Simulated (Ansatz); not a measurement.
**Run report: HfSiO₄, geometry relaxation (part 1 of 2)**

System: HfSiO₄ (12 atoms in the cell).
Method: DFT PBEsol, scalar-relativistic, plane waves, PAW, no spin polarisation (Ansatz 0.2.0).

The structure derives from an entry of the Crystallography Open Database. Figures and captions count atoms from 1; the log counts them from 0 in places.

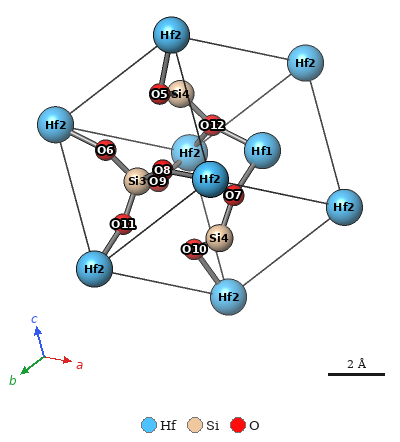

**Figure 1.** The structure as given in the input (ball-and-stick view of the cell of the calculation, seen at an oblique angle; atoms are numbered from 1 in the order of the input).

Input file
```yaml
crystal:
  lattice:
    - [-3.3227449946, 3.3227449946, 3.0072240144]
    - [3.3227449946, -3.3227449946, 3.0072240144]
    - [3.3227449946, 3.3227449946, -3.0072240144]
  atoms:
    - { symbol: Hf, position: [0.75, 0.25, 0.5] }
    - { symbol: Hf, position: [0.0, 0.0, 0.0] }
    - { symbol: Si, position: [0.25, 0.75, 0.5] }
    - { symbol: Si, position: [0.5, 0.5, 0.0] }
    - { symbol: O, position: [0.1347369489, 0.3189317936, 0.8158051553] }
    - { symbol: O, position: [0.0689317936, 0.7531266383, 0.6841948447] }
    - { symbol: O, position: [0.5031266383, 0.3189317936, 0.1841948447] }
    - { symbol: O, position: [0.0689317936, 0.3847369489, 0.3158051553] }
    - { symbol: O, position: [0.6152630511, 0.9310682064, 0.6841948447] }
    - { symbol: O, position: [0.6810682064, 0.8652630511, 0.1841948447] }
    - { symbol: O, position: [0.2468733617, 0.9310682064, 0.3158051553] }
    - { symbol: O, position: [0.6810682064, 0.4968733617, 0.8158051553] }
basis:
  ecutwfc: 420
kpoints:
  mp_grid: { grid: [6, 6, 6] }
hamiltonian:
  xc: pbesol
scf:
  occupations: { method: gaussian, width: 0.02 }
output:
  forces: true
  stress: true
  eigenvalues: true
relax:
  adjacent_minimum: "off"
  f_tol: 0.005
  max_steps: 50
  cell: { stress_tol: 0.05 }
```

Hardware: 4 threads of Arm Neoverse N1, 98 GiB of memory available, shared host.

Command:
```bash
ansatz run input.yaml --threads 4 --pin off --max-ram 10240MiB --backend cpu --events-out ev --progress --plain --runs-dir out
```

Log
```
Engine: ansatz 0.2.0, aarch64-unknown-linux-gnu
Pseudopotentials: kind: paw
Pseudopotential: Hf, paw, valence charge 26, recommended cutoff 420 eV (normal), Hf.paw.azcp
Pseudopotential: Si, paw, valence charge 4, recommended cutoff 420 eV (normal), Si.paw.azcp
Pseudopotential: O, paw, valence charge 6, recommended cutoff 420 eV (normal), O.paw.azcp
Functional definition: PBEsol
  exchange = pbesol_x
  correlation = pbesol_c
Crystal: 12 atoms, lattice volume = 132.807 Å³
Basis set: ecut = 420 eV, 2547 PW (Γ), exchange–correlation on 80×80×80 points (8 copies of the dense FFT grid, shifted against one another)
Bands: 66, of which v1, the nominal top of the filled ones, is band 54 counted from 1 (53 counted from 0)
Symmetry: 16 space group operations
Space group: I41/amd (ITA 141), of the structure as read, at distance tolerance 5.1e-5 Å
k-points: 30 of 216
Non-local potential: Hf, projectors of the file, l = 0: 3, l = 1: 2, l = 2: 2, l = 3: 3
Non-local potential: Si, projectors of the file, l = 0: 2, l = 1: 2, l = 2: 2
Non-local potential: O, projectors of the file, l = 0: 2, l = 1: 2, l = 2: 1
PAW form: soft (Blöchl's): semilocal exchange-correlation on the pseudo side does not see the compensation charge
PAW frozen core: Hf, regenerated for the run's functional, and the local potential with it (the file was generated under x = pbe(κ = 0.804, μ = 0.2195149727645171), c = pbe(β = 0.06672455060314922))
PAW frozen core: Si, regenerated for the run's functional, and the local potential with it (the file was generated under x = pbe(κ = 0.804, μ = 0.2195149727645171), c = pbe(β = 0.06672455060314922))
PAW frozen core: O, regenerated for the run's functional, and the local potential with it (the file was generated under x = pbe(κ = 0.804, μ = 0.2195149727645171), c = pbe(β = 0.06672455060314922))
PAW one-centre angular grid: Hf, 590 points (default); XC on 64 Gauss nodes
PAW one-centre angular grid: Si, 110 points (default); XC on 64 Gauss nodes
PAW one-centre angular grid: O, 110 points (default); XC on 64 Gauss nodes
Initial density: superposition of atomic densities (neutral atoms: chi_scale 0, normalization atom), corrected by the library's trained network
Initial wavefunctions: pseudopotential atomic-orbital guess
Functional: x = pbesol(κ = 0.804, μ = 0.12345679012345678), c = pbesol(β = 0.046)
SCF iter   1: F=—  HF=-36944.271964 eV  |F-HF|=—  |Δ(HF+E_count)|=         —  Δρ=1.68e-2  dr2=3.13e-1  ethr=1.77e-3  ⟨swp⟩=6.2  Hψ=7831  notcnv=0  defer=10
preconditioner: auto → Resta (q_TF=auto, 2.636 Å⁻¹)  ε∞=4.6  [insulator: Δε(μ)=4.977 eV  Ē_g=17.317 eV  σ=0.020 eV  W_gap=1.00  n_scr=42 (ndim 8)  ℏωp=32.9 eV  f_vac=0.051  D(μ)=0.00/eV (n_scr^D=0)  ε∞_Penn≈4.6]
SCF iter   2: F=—  HF=-36944.189417 eV  |F-HF|=—  |Δ(HF+E_count)|=   8.25e-2  Δρ=2.45e-3  dr2=3.02e-3  ethr=2.90e-4  ⟨swp⟩=2.1  Hψ=3293  notcnv=0  defer=120
SCF iter   3: F=—  HF=-36944.189655 eV  |F-HF|=—  |Δ(HF+E_count)|=   2.38e-4  Δρ=1.25e-3  dr2=1.15e-3  ethr=2.79e-6  ⟨swp⟩=2.0  Hψ=3358  notcnv=0  defer=120
SCF iter   4: F=—  HF=-36944.190127 eV  |F-HF|=—  |Δ(HF+E_count)|=   4.72e-4  Δρ=5.89e-4  dr2=2.95e-4  ethr=1.07e-6  ⟨swp⟩=2.0  Hψ=2820  notcnv=0  defer=120
SCF iter   5: F=—  HF=-36944.190003 eV  |F-HF|=—  |Δ(HF+E_count)|=   1.23e-4  Δρ=1.44e-4  dr2=2.12e-5  ethr=2.73e-7  ⟨swp⟩=2.0  Hψ=2760  notcnv=0  defer=120
SCF iter   6: F=—  HF=-36944.190051 eV  |F-HF|=—  |Δ(HF+E_count)|=   4.78e-5  Δρ=2.73e-5  dr2=1.11e-6  ethr=1.96e-8  ⟨swp⟩=2.0  Hψ=3312  notcnv=0  defer=120
SCF iter   7: F=-36944.190052 eV  HF=-36944.190052 eV  |F-HF|=1.68e-8  |Δ(HF+E_count)|=   5.15e-7  Δρ=4.53e-6  dr2=4.27e-8  ethr=9.26e-11  ⟨swp⟩=10.8  Hψ=8917  notcnv=0
SCF 1 converged in 7 iterations: F = -36944.190052 eV  dr2 = 4.27e-8
  greatest PAW one-centre occupation: 0.999 electrons in one spin orbital (limit 2), on the Hf atom at site 1 (counted from 0), in its partial waves of l = 3
relax step   1: F+E_penalty+E_count = -36944.19005173 eV  Δ(F+E_penalty+E_count) = +0.000e0 eV  max|allowed force component| = 1.161e-1 eV/Å  Δτ_max = 0.0000 Å  P = -5.864 GPa  Ω = 132.807 Å³  (7 SCF iters, dr2 threshold 1.00e-7 eV, accepted)
Crystal: 12 atoms, lattice volume = 128.865 Å³
Basis set: ecut = 420 eV, 2513 PW (Γ), exchange–correlation on 80×80×80 points (8 copies of the dense FFT grid, shifted against one another)
Initial density: handed on by an earlier stage of this run
Initial wavefunctions: those handed on with the density
iter 1 solved again at ethr=4.96e-5 eV; its pass at ethr=3.10e-3 eV (dr2=5.36e-2 eV) is discarded
SCF iter   1: F=—  HF=-36944.284770 eV  |F-HF|=—  |Δ(HF+E_count)|=         —  Δρ=4.77e-3  dr2=5.45e-2  ethr=4.96e-5  ⟨swp⟩=3.1  Hψ=8368  notcnv=0
preconditioner: auto → Resta (q_TF=auto, 2.649 Å⁻¹)  ε∞=4.6  [insulator: Δε(μ)=5.340 eV  Ē_g=17.592 eV  σ=0.020 eV  W_gap=1.00  n_scr=42 (ndim 8)  ℏωp=33.4 eV  f_vac=0.034  D(μ)=0.00/eV (n_scr^D=0)  ε∞_Penn≈4.6]
SCF iter   2: F=—  HF=-36944.270676 eV  |F-HF|=—  |Δ(HF+E_count)|=   1.41e-2  Δρ=2.17e-3  dr2=1.30e-2  ethr=4.96e-5  ⟨swp⟩=3.1  Hψ=3158  notcnv=0
SCF iter   3: F=—  HF=-36944.266526 eV  |F-HF|=—  |Δ(HF+E_count)|=   4.15e-3  Δρ=8.11e-4  dr2=1.21e-3  ethr=1.21e-5  ⟨swp⟩=2.8  Hψ=3546  notcnv=0
SCF iter   4: F=—  HF=-36944.265861 eV  |F-HF|=—  |Δ(HF+E_count)|=   6.65e-4  Δρ=4.07e-4  dr2=2.77e-4  ethr=1.12e-6  ⟨swp⟩=2.1  Hψ=3574  notcnv=0
SCF iter   5: F=—  HF=-36944.265946 eV  |F-HF|=—  |Δ(HF+E_count)|=   8.46e-5  Δρ=2.82e-4  dr2=7.91e-5  ethr=2.57e-7  ⟨swp⟩=2.0  Hψ=3324  notcnv=0
SCF iter   6: F=—  HF=-36944.265916 eV  |F-HF|=—  |Δ(HF+E_count)|=   3.04e-5  Δρ=4.91e-5  dr2=2.14e-6  ethr=7.32e-8  ⟨swp⟩=2.0  Hψ=3593  notcnv=0
SCF iter   7: F=-36944.265919 eV  HF=-36944.265919 eV  |F-HF|=2.26e-7  |Δ(HF+E_count)|=   2.81e-6  Δρ=1.67e-5  dr2=3.44e-7  ethr=1.11e-9  ⟨swp⟩=6.8  Hψ=8808  notcnv=0
SCF 2 converged in 7 iterations: F = -36944.265919 eV  dr2 = 3.44e-7
relax step   2: F+E_penalty+E_count = -36944.26591877 eV  Δ(F+E_penalty+E_count) = -7.587e-2 eV  max|allowed force component| = 2.475e-1 eV/Å  Δτ_max = 0.0133 Å  P = +0.604 GPa  Ω = 128.865 Å³  energy of the carried Pulay correction = +1.950e-2 eV  (7 SCF iters, dr2 threshold 1.20e-6 eV, accepted)
Crystal: 12 atoms, lattice volume = 129.479 Å³
Basis set: ecut = 420 eV, 2529 PW (Γ), exchange–correlation on 80×80×80 points (8 copies of the dense FFT grid, shifted against one another)
iter 1 solved again at ethr=2.86e-6 eV; its pass at ethr=3.10e-3 eV (dr2=3.09e-3 eV) is discarded
SCF iter   1: F=—  HF=-36944.274278 eV  |F-HF|=—  |Δ(HF+E_count)|=         —  Δρ=1.11e-3  dr2=2.83e-3  ethr=2.86e-6  ⟨swp⟩=3.0  Hψ=8264  notcnv=0
preconditioner: auto → Resta (q_TF=auto, 2.647 Å⁻¹)  ε∞=4.6  [insulator: Δε(μ)=5.404 eV  Ē_g=17.541 eV  σ=0.020 eV  W_gap=1.00  n_scr=42 (ndim 8)  ℏωp=33.3 eV  f_vac=0.042  D(μ)=0.00/eV (n_scr^D=0)  ε∞_Penn≈4.6]
SCF iter   2: F=—  HF=-36944.273605 eV  |F-HF|=—  |Δ(HF+E_count)|=   6.73e-4  Δρ=5.41e-4  dr2=5.83e-4  ethr=2.62e-6  ⟨swp⟩=2.7  Hψ=3129  notcnv=0
SCF iter   3: F=—  HF=-36944.273470 eV  |F-HF|=—  |Δ(HF+E_count)|=   1.35e-4  Δρ=1.85e-4  dr2=4.90e-5  ethr=5.40e-7  ⟨swp⟩=2.1  Hψ=3138  notcnv=0
SCF iter   4: F=—  HF=-36944.273426 eV  |F-HF|=—  |Δ(HF+E_count)|=   4.41e-5  Δρ=7.39e-5  dr2=7.32e-6  ethr=4.54e-8  ⟨swp⟩=2.0  Hψ=3521  notcnv=0
SCF iter   5: F=-36944.273427 eV  HF=-36944.273427 eV  |F-HF|=2.20e-8  |Δ(HF+E_count)|=   1.36e-6  Δρ=1.34e-5  dr2=2.49e-7  ethr=1.11e-9  ⟨swp⟩=7.9  Hψ=9196  notcnv=0
SCF 3 converged in 5 iterations: F = -36944.273427 eV  dr2 = 2.49e-7
relax step   3: F+E_penalty+E_count = -36944.27342710 eV  Δ(F+E_penalty+E_count) = -7.508e-3 eV  max|allowed force component| = 3.300e-2 eV/Å  Δτ_max = 0.0062 Å  P = -0.273 GPa  Ω = 129.479 Å³  energy of the carried Pulay correction = +1.642e-2 eV  (5 SCF iters, dr2 threshold 1.20e-6 eV, accepted)
Crystal: 12 atoms, lattice volume = 129.378 Å³
iter 1 solved again at ethr=4.66e-8 eV; its pass at ethr=3.10e-3 eV (dr2=5.03e-5 eV) is discarded
SCF iter   1: F=—  HF=-36944.274159 eV  |F-HF|=—  |Δ(HF+E_count)|=         —  Δρ=2.24e-4  dr2=4.48e-5  ethr=4.66e-8  ⟨swp⟩=2.1  Hψ=7634  notcnv=0
preconditioner: auto → Resta (q_TF=auto, 2.647 Å⁻¹)  ε∞=4.6  [insulator: Δε(μ)=5.383 eV  Ē_g=17.550 eV  σ=0.020 eV  W_gap=1.00  n_scr=42 (ndim 8)  ℏωp=33.3 eV  f_vac=0.041  D(μ)=0.00/eV (n_scr^D=0)  ε∞_Penn≈4.6]
SCF iter   2: F=—  HF=-36944.274168 eV  |F-HF|=—  |Δ(HF+E_count)|=   9.15e-6  Δρ=8.55e-5  dr2=7.32e-6  ethr=4.15e-8  ⟨swp⟩=2.0  Hψ=3299  notcnv=0
SCF iter   3: F=—  HF=-36944.274165 eV  |F-HF|=—  |Δ(HF+E_count)|=   2.28e-6  Δρ=3.58e-5  dr2=1.62e-6  ethr=6.78e-9  ⟨swp⟩=2.9  Hψ=3607  notcnv=0
SCF iter   4: F=-36944.274165 eV  HF=-36944.274165 eV  |F-HF|=1.11e-7  |Δ(HF+E_count)|=   4.56e-7  Δρ=7.18e-6  dr2=9.65e-8  ethr=2.41e-10  ⟨swp⟩=4.3  Hψ=8417  notcnv=0
SCF 4 converged in 4 iterations: F = -36944.274165 eV  dr2 = 9.65e-8
relax step   4: F+E_penalty+E_count = -36944.27416491 eV  Δ(F+E_penalty+E_count) = -7.378e-4 eV  max|allowed force component| = 8.031e-3 eV/Å  Δτ_max = 0.0007 Å  P = -0.040 GPa  Ω = 129.378 Å³  energy of the carried Pulay correction = +1.693e-2 eV  (4 SCF iters, dr2 threshold 2.60e-7 eV, accepted)
Crystal: 12 atoms, lattice volume = 129.362 Å³
iter 1 solved again at ethr=3.94e-9 eV; its pass at ethr=3.10e-3 eV (dr2=4.25e-6 eV) is discarded
SCF iter   1: F=—  HF=-36944.274247 eV  |F-HF|=—  |Δ(HF+E_count)|=         —  Δρ=7.14e-5  dr2=4.46e-6  ethr=3.94e-9  ⟨swp⟩=2.2  Hψ=6842  notcnv=0
preconditioner: auto → Resta (q_TF=auto, 2.647 Å⁻¹)  ε∞=4.6  [insulator: Δε(μ)=5.382 eV  Ē_g=17.550 eV  σ=0.020 eV  W_gap=1.00  n_scr=42 (ndim 8)  ℏωp=33.3 eV  f_vac=0.041  D(μ)=0.00/eV (n_scr^D=0)  ε∞_Penn≈4.6]
SCF iter   2: F=—  HF=-36944.274269 eV  |F-HF|=—  |Δ(HF+E_count)|=   2.17e-5  Δρ=4.04e-5  dr2=1.44e-6  ethr=3.94e-9  ⟨swp⟩=2.0  Hψ=3427  notcnv=0
SCF iter   3: F=—  HF=-36944.274269 eV  |F-HF|=—  |Δ(HF+E_count)|=   1.70e-7  Δρ=1.10e-5  dr2=1.16e-7  ethr=1.33e-9  ⟨swp⟩=2.0  Hψ=3036  notcnv=0
SCF iter   4: F=-36944.274269 eV  HF=-36944.274269 eV  |F-HF|=1.95e-9  |Δ(HF+E_count)|=   8.51e-8  Δρ=2.95e-6  dr2=6.80e-9  ethr=2.40e-11  ⟨swp⟩=5.8  Hψ=7784  notcnv=0
SCF 5 converged in 4 iterations: F = -36944.274269 eV  dr2 = 6.80e-9
relax step   5: F+E_penalty+E_count = -36944.27426865 eV  Δ(F+E_penalty+E_count) = -1.037e-4 eV  max|allowed force component| = 3.766e-3 eV/Å  Δτ_max = 0.0006 Å  P = -0.019 GPa  Ω = 129.362 Å³  energy of the carried Pulay correction = +1.701e-2 eV  (4 SCF iters, dr2 threshold 2.59e-8 eV, accepted)
Crystal: 12 atoms, lattice volume = 129.359 Å³
iter 1 solved again at ethr=6.75e-10 eV; its pass at ethr=3.10e-3 eV (dr2=7.29e-7 eV) is discarded
SCF iter   1: F=—  HF=-36944.274266 eV  |F-HF|=—  |Δ(HF+E_count)|=         —  Δρ=2.75e-5  dr2=1.09e-6  ethr=6.75e-10  ⟨swp⟩=2.8  Hψ=7460  notcnv=0
preconditioner: auto → Resta (q_TF=auto, 2.647 Å⁻¹)  ε∞=4.6  [insulator: Δε(μ)=5.383 eV  Ē_g=17.551 eV  σ=0.020 eV  W_gap=1.00  n_scr=42 (ndim 8)  ℏωp=33.3 eV  f_vac=0.041  D(μ)=0.00/eV (n_scr^D=0)  ε∞_Penn≈4.6]
SCF iter   2: F=—  HF=-36944.274289 eV  |F-HF|=—  |Δ(HF+E_count)|=   2.21e-5  Δρ=1.25e-5  dr2=2.11e-7  ethr=6.75e-10  ⟨swp⟩=2.0  Hψ=2700  notcnv=0
SCF iter   3: F=—  HF=-36944.274288 eV  |F-HF|=—  |Δ(HF+E_count)|=   6.16e-8  Δρ=4.98e-6  dr2=2.86e-8  ethr=1.95e-10  ⟨swp⟩=2.0  Hψ=3119  notcnv=0
SCF iter   4: F=-36944.274288 eV  HF=-36944.274288 eV  |F-HF|=1.51e-9  |Δ(HF+E_count)|=   1.20e-8  Δρ=1.40e-6  dr2=3.24e-9  ethr=7.13e-12  ⟨swp⟩=5.1  Hψ=7412  notcnv=0
SCF 6 converged in 4 iterations: F = -36944.274288 eV  dr2 = 3.24e-9
relax step   6: F+E_penalty+E_count = -36944.27428844 eV  Δ(F+E_penalty+E_count) = -1.978e-5 eV  max|allowed force component| = 4.489e-4 eV/Å  Δτ_max = 0.0001 Å  P = -0.003 GPa  Ω = 129.359 Å³  energy of the carried Pulay correction = +1.703e-2 eV  (4 SCF iters, dr2 threshold 7.70e-9 eV, accepted)
Initial wavefunctions: pseudopotential atomic-orbital guess (no wavefunctions were taken with the density)
iter 1 solved again at ethr=3.46e-7 eV; its pass at ethr=3.10e-3 eV (dr2=3.73e-4 eV) is discarded
SCF iter   1: F=—  HF=-36944.259613 eV  |F-HF|=—  |Δ(HF+E_count)|=         —  Δρ=2.34e-4  dr2=1.00e-5  ethr=3.46e-7  ⟨swp⟩=3.2  Hψ=13660  notcnv=0
preconditioner: auto → Resta (q_TF=auto, 2.647 Å⁻¹)  ε∞=4.6  [insulator: Δε(μ)=5.382 eV  Ē_g=17.551 eV  σ=0.020 eV  W_gap=1.00  n_scr=42 (ndim 8)  ℏωp=33.3 eV  f_vac=0.041  D(μ)=0.00/eV (n_scr^D=0)  ε∞_Penn≈4.6]
SCF iter   2: F=—  HF=-36944.259644 eV  |F-HF|=—  |Δ(HF+E_count)|=   3.16e-5  Δρ=1.14e-4  dr2=3.09e-6  ethr=9.27e-9  ⟨swp⟩=2.0  Hψ=3325  notcnv=0
SCF iter   3: F=—  HF=-36944.259642 eV  |F-HF|=—  |Δ(HF+E_count)|=   2.60e-6  Δρ=4.87e-5  dr2=3.93e-7  ethr=2.87e-9  ⟨swp⟩=2.7  Hψ=3556  notcnv=0
SCF iter   4: F=—  HF=-36944.259642 eV  |F-HF|=—  |Δ(HF+E_count)|=   6.05e-7  Δρ=4.78e-6  dr2=1.35e-8  ethr=3.64e-10  ⟨swp⟩=2.0  Hψ=3144  notcnv=0
SCF iter   5: F=—  HF=-36944.259642 eV  |F-HF|=—  |Δ(HF+E_count)|=   1.70e-8  Δρ=1.42e-6  dr2=1.52e-9  ethr=1.25e-11  ⟨swp⟩=2.0  Hψ=3600  notcnv=0
SCF iter   6: F=-36944.259642 eV  HF=-36944.259642 eV  |F-HF|=7.28e-12  |Δ(HF+E_count)|=   1.32e-9  Δρ=1.99e-7  dr2=5.45e-11  ethr=1.00e-12  ⟨swp⟩=3.0  Hψ=8553  notcnv=0
SCF 7 converged in 6 iterations: F = -36944.259642 eV  dr2 = 5.45e-11
relax step   7: F+E_penalty+E_count = -36944.25964239 eV  Δ(F+E_penalty+E_count) = +1.465e-2 eV  max|allowed force component| = 5.133e-4 eV/Å  Δτ_max = 0.0000 Å  P = -0.215 GPa  Ω = 129.359 Å³  stress off target by 2.32e-1 GPa  SCF on the basis re-selected at this cell (its energy is not comparable with the rows above)  (6 SCF iters)
basis re-selected at this cell: Δ(F+E_penalty+E_count) = +1.465e-2 eV, ΔP = -0.211 GPa vs the last step (what re-selecting the basis moved, of the pressure what is left beyond the Pulay correction that the steps carried, after the strain that the cell walked since its last selection, with what the two solves' SCF thresholds leave and, on support functions, any second-order correction that the steps lacked; it is no measure of the basis error at this ecutwfc). This SCF's stress stands 2.32e-1 GPa from its target on what of the cell is left free (relax.cell.stress_tol is 5.00e-2 GPa) and its largest allowed force component is 5.13e-4 eV/Å (relax.f_tol is 5.00e-3 eV/Å): not within both, so this SCF does not close the relaxation
Crystal: 12 atoms, lattice volume = 129.242 Å³
iter 1 solved again at ethr=4.52e-8 eV; its pass at ethr=3.10e-3 eV (dr2=4.88e-5 eV) is discarded
SCF iter   1: F=—  HF=-36944.260296 eV  |F-HF|=—  |Δ(HF+E_count)|=         —  Δρ=1.53e-4  dr2=3.95e-5  ethr=4.52e-8  ⟨swp⟩=2.0  Hψ=7691  notcnv=0
preconditioner: auto → Resta (q_TF=auto, 2.648 Å⁻¹)  ε∞=4.6  [insulator: Δε(μ)=5.385 eV  Ē_g=17.557 eV  σ=0.020 eV  W_gap=1.00  n_scr=42 (ndim 8)  ℏωp=33.3 eV  f_vac=0.040  D(μ)=0.00/eV (n_scr^D=0)  ε∞_Penn≈4.6]
SCF iter   2: F=—  HF=-36944.260307 eV  |F-HF|=—  |Δ(HF+E_count)|=   1.10e-5  Δρ=6.38e-5  dr2=9.44e-6  ethr=3.66e-8  ⟨swp⟩=2.0  Hψ=2662  notcnv=0
SCF iter   3: F=—  HF=-36944.260304 eV  |F-HF|=—  |Δ(HF+E_count)|=   3.06e-6  Δρ=2.79e-5  dr2=1.43e-6  ethr=8.74e-9  ⟨swp⟩=2.7  Hψ=3386  notcnv=0
SCF iter   4: F=—  HF=-36944.260303 eV  |F-HF|=—  |Δ(HF+E_count)|=   3.66e-7  Δρ=1.11e-5  dr2=1.93e-7  ethr=1.33e-9  ⟨swp⟩=2.0  Hψ=3600  notcnv=0
SCF iter   5: F=-36944.260303 eV  HF=-36944.260303 eV  |F-HF|=8.91e-8  |Δ(HF+E_count)|=   6.77e-8  Δρ=5.78e-6  dr2=3.93e-8  ethr=1.25e-10  ⟨swp⟩=6.3  Hψ=7626  notcnv=0
SCF 8 converged in 5 iterations: F = -36944.260303 eV  dr2 = 3.93e-8
relax step   8: F+E_penalty+E_count = -36944.26030312 eV  Δ(F+E_penalty+E_count) = -6.607e-4 eV  max|allowed force component| = 1.299e-4 eV/Å  Δτ_max = 0.0002 Å  P = -0.002 GPa  Ω = 129.242 Å³  energy of the carried Pulay correction = +5.824e-4 eV  (5 SCF iters, dr2 threshold 1.35e-7 eV, accepted)
iter 1 solved again at ethr=3.51e-7 eV; its pass at ethr=3.10e-3 eV (dr2=3.80e-4 eV) is discarded
SCF iter   1: F=—  HF=-36944.259561 eV  |F-HF|=—  |Δ(HF+E_count)|=         —  Δρ=1.38e-5  dr2=7.15e-8  ethr=3.51e-7  ⟨swp⟩=3.2  Hψ=13672  notcnv=0
eigensolver tolerance schedule: the retry pair's looser diagonalisation over-reported the residual by 5309.96 of it (diagonalisation noise at 1.51 of the residual, at the tolerance the schedule requests for it); recorded, not acted on — ethr = c·dr2/N_el stays at c = 1.0e-1
preconditioner: auto → Resta (q_TF=auto, 2.648 Å⁻¹)  ε∞=4.6  [insulator: Δε(μ)=5.387 eV  Ē_g=17.556 eV  σ=0.020 eV  W_gap=1.00  n_scr=42 (ndim 8)  ℏωp=33.3 eV  f_vac=0.040  D(μ)=0.00/eV (n_scr^D=0)  ε∞_Penn≈4.6]
SCF iter   2: F=—  HF=-36944.259586 eV  |F-HF|=—  |Δ(HF+E_count)|=   2.43e-5  Δρ=6.48e-6  dr2=2.51e-8  ethr=6.62e-11  ⟨swp⟩=2.2  Hψ=3651  notcnv=0
SCF iter   3: F=—  HF=-36944.259586 eV  |F-HF|=—  |Δ(HF+E_count)|=   2.51e-9  Δρ=3.80e-6  dr2=8.60e-9  ethr=2.32e-11  ⟨swp⟩=2.1  Hψ=2855  notcnv=0
SCF iter   4: F=—  HF=-36944.259586 eV  |F-HF|=—  |Δ(HF+E_count)|=   5.66e-9  Δρ=1.15e-6  dr2=1.19e-9  ethr=7.96e-12  ⟨swp⟩=2.0  Hψ=2999  notcnv=0
SCF iter   5: F=—  HF=-36944.259586 eV  |F-HF|=—  |Δ(HF+E_count)|=  4.37e-10  Δρ=3.53e-7  dr2=2.06e-10  ethr=1.10e-12  ⟨swp⟩=2.0  Hψ=3600  notcnv=0
SCF iter   6: F=-36944.259586 eV  HF=-36944.259586 eV  |F-HF|=1.46e-11  |Δ(HF+E_count)|=  8.73e-11  Δρ=9.88e-8  dr2=1.02e-11  ethr=1.00e-12  ⟨swp⟩=4.2  Hψ=6406  notcnv=0
SCF 9 converged in 6 iterations: F = -36944.259586 eV  dr2 = 1.02e-11
relax step   9: F+E_penalty+E_count = -36944.25958563 eV  Δ(F+E_penalty+E_count) = +7.175e-4 eV  max|allowed force component| = 6.072e-5 eV/Å  Δτ_max = 0.0000 Å  P = -0.007 GPa  Ω = 129.242 Å³  stress off target by 7.05e-3 GPa  SCF on the basis re-selected at this cell (its energy is not comparable with the rows above)  (6 SCF iters)
```

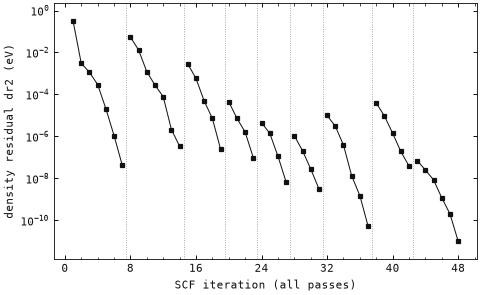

**Figure 2.** Convergence of the self-consistent field: density residual dr2 against the SCF iteration. The dotted lines part the SCF passes of the relaxation: geometry steps, rejected trials and re-solves on a re-selected basis. The 9 passes take 4 to 7 iterations each, 48 in all.

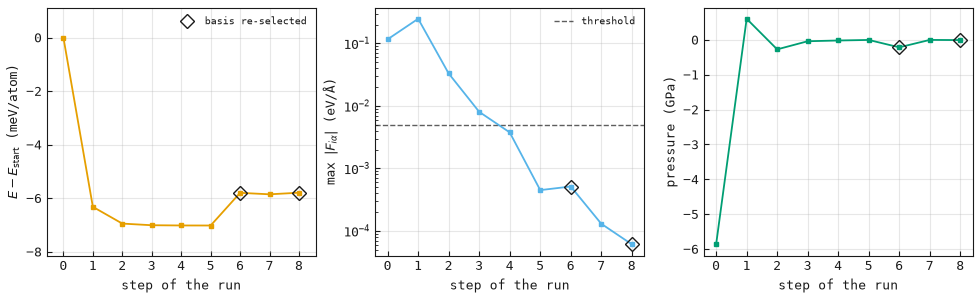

**Figure 3.** Progress of the relaxation, step by step (the first geometry is step 0 here and step 1 in the log).
